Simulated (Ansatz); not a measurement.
## What a change does: single-point calculation on MoS$_{2}$

System: MoS$_{2}$ (P-3m1, 3 atoms in the cell).
Method of run A: Kohn-Sham DFT of a periodic cell, PBE, Ansatz PAW large core, no spin polarisation (Ansatz 0.2.0).

The structure derives from a Materials Project entry. Text and figures count atoms from 1; the logs count them from 0 in places.

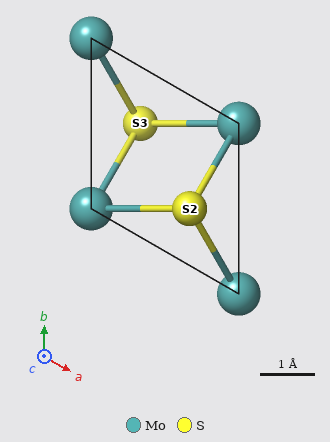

Figure 1. The structure (ball-and-stick view of the cell of the calculation, along the c axis; atoms are numbered from 1 in the order of the input). Near neighbours in the crystal (not all of them lie inside the picture): Mo has 6 S at 2.39 Å; S has 3 Mo at 2.39 Å.

Input, run A:
```yaml
crystal:
  lattice:
    - [3.1838448285, 0.0, 0.0]
    - [-1.5919224143, 2.7572905031, 0.0]
    - [0.0, 0.0, 6.2271592669]
  atoms:
    - { symbol: Mo, position: [0.0, 0.0, 0.5] }
    - { symbol: S, position: [0.6666666667, 0.3333333333, 0.74468068] }
    - { symbol: S, position: [0.3333333333, 0.6666666667, 0.25531932] }
hamiltonian:
  xc: pbe
  pseudopotentials: { kind: paw, core: large }
kpoints:
  mp_grid: { grid: [9, 9, 4] }
scf:
  occupations: { method: fermi_dirac, width: 0.05 }
output:
  forces: true
  stress: true
  eigenvalues: true
  write_density: true
  write_potential: true
  elf: true
  volumetric_format: npy
```

Command:
```bash
ansatz run input.yaml --threads 2 --pin off --max-ram 5120MiB --backend cpu --events-out ev --progress --plain --runs-dir out
```

Hardware: 2 threads of Arm Neoverse V1, 24 GiB of memory available, shared host.

Output, shortened to warnings, some set-up lines, iterations and results (run A):
```
Warning: of Mo the run reads no dataset of the core that `hamiltonian.pseudopotentials.core` asks for: this build lists none beside the file that it uses, or the input names that file
Basis set: ecut = 420 eV, 1089 PW (Γ), exchange–correlation on 48×48×90 points (8 copies of the dense FFT grid, shifted against one another)
Symmetry: 12 space group operations
k-points: 43 of 324
Initial density: superposition of atomic densities (neutral atoms: chi_scale 0, normalization atom), corrected by the library's trained network
[...]
SCF iter   1: F=—  HF=-6761.923745 eV  |F-HF|=—  |Δ(HF+E_count)|=         —  Δρ=6.25e-3  dr2=1.90e-2  ethr=1.77e-3  ⟨swp⟩=6.0  Hψ=4035  notcnv=0
SCF iter   2: F=—  HF=-6761.923787 eV  |F-HF|=—  |Δ(HF+E_count)|=   4.18e-5  Δρ=3.67e-3  dr2=1.69e-2  ethr=7.31e-5  ⟨swp⟩=2.1  Hψ=1698  notcnv=0
SCF iter   3: F=—  HF=-6761.920445 eV  |F-HF|=—  |Δ(HF+E_count)|=   3.34e-3  Δρ=4.36e-4  dr2=1.24e-4  ethr=6.51e-5  ⟨swp⟩=2.0  Hψ=991  notcnv=0
SCF iter   4: F=—  HF=-6761.920456 eV  |F-HF|=—  |Δ(HF+E_count)|=   1.06e-5  Δρ=1.40e-4  dr2=9.14e-6  ethr=4.77e-7  ⟨swp⟩=2.0  Hψ=1129  notcnv=0
SCF iter   5: F=—  HF=-6761.920385 eV  |F-HF|=—  |Δ(HF+E_count)|=   7.13e-5  Δρ=2.44e-5  dr2=2.24e-7  ethr=3.52e-8  ⟨swp⟩=2.0  Hψ=1062  notcnv=0
SCF iter   6: F=-6761.920385 eV  HF=-6761.920385 eV  |F-HF|=8.86e-9  |Δ(HF+E_count)|=   1.18e-7  Δρ=6.15e-6  dr2=9.61e-9  ethr=3.85e-10  ⟨swp⟩=10.5  Hψ=5512  notcnv=0
SCF 1 converged in 6 iterations: F = -6761.920385 eV  dr2 = 9.61e-9
SCF converged after 6 iterations
Free energy (F): -6761.920385 eV
Harris-Foulkes:  -6761.920385 eV  (|F-HF|=8.86e-9)
Internal energy: -6761.912173 eV  (E = F + TS)
E sigma→0 (E₀):  -6761.916279 eV
Entropy (-TS):   -0.008212 eV (-2.737 meV/atom)
Fermi energy:    10.768874 eV
--- Per-component energies (eV) ---
  E_band       = -165.474324
  E_kinetic    = 658.032490
  E_local      = -2064.752151  (includes V_loc(G=0)·N_el)
  E_nonlocal   = 199.678881
  E_hartree    = 800.366828
  E_xc         = -378.901090
  E_vxc        = -405.530726  (∫ρ·V_xc dr)
  E_paw        = -4401.775297  (= ΣΔE_a)
  E_vpaw       = -153.638416  (= ΣTr[D̂ρ^β])
  E_aug_tail   = 0.000038  (compensation charges beyond the density's cutoff)
  E_ewald      = -1574.561874
  E_smearing   = -0.008212  (= −TS)
  E_closure    = -0.000000  (closes the sum)
  Σ components = -6761.920385   (vs F -6761.920385, Δ=0.00e0)
--- Forces (eV/Å), atoms counted from 1 ---
  atom   1  Mo    -0.00000000     0.00000000     0.00000000
  atom   2  S     -0.00000000     0.00000000     0.97188029
  atom   3  S      0.00000000    -0.00000000    -0.97188029
  max |Σ_I F_I| component: 1.16e-18 eV/Å
--- Stress (GPa, compression-positive) ---
        5.833256      -0.000000      -0.000000
       -0.000000       5.833256      -0.000000
        0.000000      -0.000000       9.499863
  P = ⅓ Tr σ = 7.0555 GPa (70.555 kbar)
```

The input of run B differs as follows (lines with − go, lines with + come):
```diff
-    - [3.1838448285, 0.0, 0.0]
-    - [-1.5919224143, 2.7572905031, 0.0]
-    - [0.0, 0.0, 6.2271592669]
+    - [3.2274645616, 0.0, 0.0]
+    - [-1.6137322808, 2.7950663001, 0.0]
+    - [0.0, 0.0, 6.31247342]
```

Predict how the results change.

With the same functional and potentials, run B lies 18.8 meV per atom lower. The pressure goes from 7.06 to 1.08 GPa. The largest force goes from 0.972 to 0.284 eV/Å. The volume per atom goes from 18.22 to 18.98 Å³. The cell is scaled evenly with the atoms at fixed fractional positions, so −ΔP/Δ ln V estimates the bulk modulus midway between the two volumes: about 150 GPa. The number of SCF iterations is the same. The plane waves at Γ go from 1089 to 1137.

Output, shortened to warnings, some set-up lines, iterations and results (run B):
```
Warning: of Mo the run reads no dataset of the core that `hamiltonian.pseudopotentials.core` asks for: this build lists none beside the file that it uses, or the input names that file
Basis set: ecut = 420 eV, 1137 PW (Γ), exchange–correlation on 48×48×90 points (8 copies of the dense FFT grid, shifted against one another)
Symmetry: 12 space group operations
k-points: 43 of 324
Initial density: superposition of atomic densities (neutral atoms: chi_scale 0, normalization atom), corrected by the library's trained network
[...]
SCF iter   1: F=—  HF=-6761.979080 eV  |F-HF|=—  |Δ(HF+E_count)|=         —  Δρ=6.04e-3  dr2=1.63e-2  ethr=1.77e-3  ⟨swp⟩=6.0  Hψ=4006  notcnv=0
SCF iter   2: F=—  HF=-6761.979354 eV  |F-HF|=—  |Δ(HF+E_count)|=   2.74e-4  Δρ=3.33e-3  dr2=1.26e-2  ethr=6.27e-5  ⟨swp⟩=2.1  Hψ=1724  notcnv=0
SCF iter   3: F=—  HF=-6761.976804 eV  |F-HF|=—  |Δ(HF+E_count)|=   2.55e-3  Δρ=4.04e-4  dr2=1.23e-4  ethr=4.83e-5  ⟨swp⟩=2.1  Hψ=994  notcnv=0
SCF iter   4: F=—  HF=-6761.976810 eV  |F-HF|=—  |Δ(HF+E_count)|=   5.44e-6  Δρ=1.30e-4  dr2=8.76e-6  ethr=4.74e-7  ⟨swp⟩=2.0  Hψ=1133  notcnv=0
SCF iter   5: F=—  HF=-6761.976713 eV  |F-HF|=—  |Δ(HF+E_count)|=   9.66e-5  Δρ=2.13e-5  dr2=1.60e-7  ethr=3.37e-8  ⟨swp⟩=2.0  Hψ=1037  notcnv=0
SCF iter   6: F=-6761.976713 eV  HF=-6761.976713 eV  |F-HF|=2.64e-9  |Δ(HF+E_count)|=   1.38e-7  Δρ=5.65e-6  dr2=1.06e-8  ethr=3.85e-10  ⟨swp⟩=10.0  Hψ=5475  notcnv=0
SCF 1 converged in 6 iterations: F = -6761.976713 eV  dr2 = 1.06e-8
SCF converged after 6 iterations
Free energy (F): -6761.976713 eV
Harris-Foulkes:  -6761.976713 eV  (|F-HF|=2.64e-9)
Internal energy: -6761.967842 eV  (E = F + TS)
E sigma→0 (E₀):  -6761.972278 eV
Entropy (-TS):   -0.008871 eV (-2.957 meV/atom)
Fermi energy:    10.113398 eV
--- Per-component energies (eV) ---
  E_band       = -179.789659
  E_kinetic    = 654.531631
  E_local      = -2090.383990  (includes V_loc(G=0)·N_el)
  E_nonlocal   = 199.450656
  E_hartree    = 806.900387
  E_xc         = -377.639321
  E_vxc        = -403.831751  (∫ρ·V_xc dr)
  E_paw        = -4401.545851  (= ΣΔE_a)
  E_vpaw       = -153.358956  (= ΣTr[D̂ρ^β])
  E_aug_tail   = 0.000047  (compensation charges beyond the density's cutoff)
  E_ewald      = -1553.281402
  E_smearing   = -0.008871  (= −TS)
  E_closure    = 0.000000  (closes the sum)
  Σ components = -6761.976713   (vs F -6761.976713, Δ=0.00e0)
--- Forces (eV/Å), atoms counted from 1 ---
  atom   1  Mo    -0.00000000     0.00000000     0.00000000
  atom   2  S     -0.00000000     0.00000000     0.28364095
  atom   3  S     -0.00000000    -0.00000000    -0.28364095
  max |Σ_I F_I| component: 5.55e-17 eV/Å
--- Stress (GPa, compression-positive) ---
        0.122562       0.000000      -0.000000
        0.000000       0.122562      -0.000000
       -0.000000      -0.000000       3.006068
  P = ⅓ Tr σ = 1.0837 GPa (10.837 kbar)
```

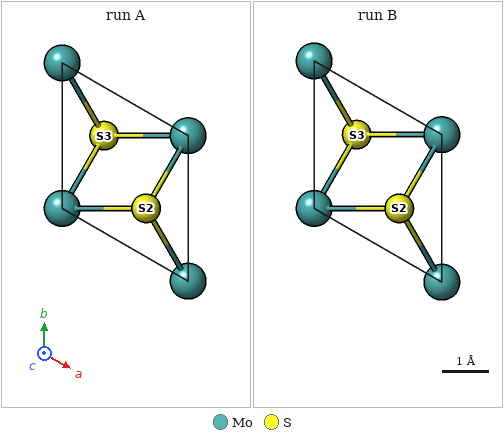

Figure 2. The two input geometries at one scale (ball-and-stick view of the cell of the calculation, along the c axis). No atom moves by more than 0.005 Å relative to the cell. The drawn cell changes as follows: a = b 3.184 → 3.227 Å (+1.4 %), c 6.227 → 6.312 Å (+1.4 %); the volume changes by +4.2 %. Among the contacts that change: Mo–S 2.388 → 2.420 Å.

The two runs side by side:

```csv
quantity,run A,run B
outcome,converged,converged
free energy per atom (eV),−2253.9735,−2253.9922
"energy per atom, smearing taken to zero (eV)",−2253.9721,−2253.9908
gap on the mesh (eV),0.00,0.00
pressure (GPa),7.06,1.08
volume per atom (Å³),18.22,18.98
largest force (eV/Å),0.972,0.284
SCF iterations,6,6
irreducible k-points,43,43
plane waves at Γ,1089,1137
wall time (shared host),1.8 s,1.8 s
```

For run A: The cell is under a pressure of 7.1 GPa at this level, so it is not at its equilibrium volume.
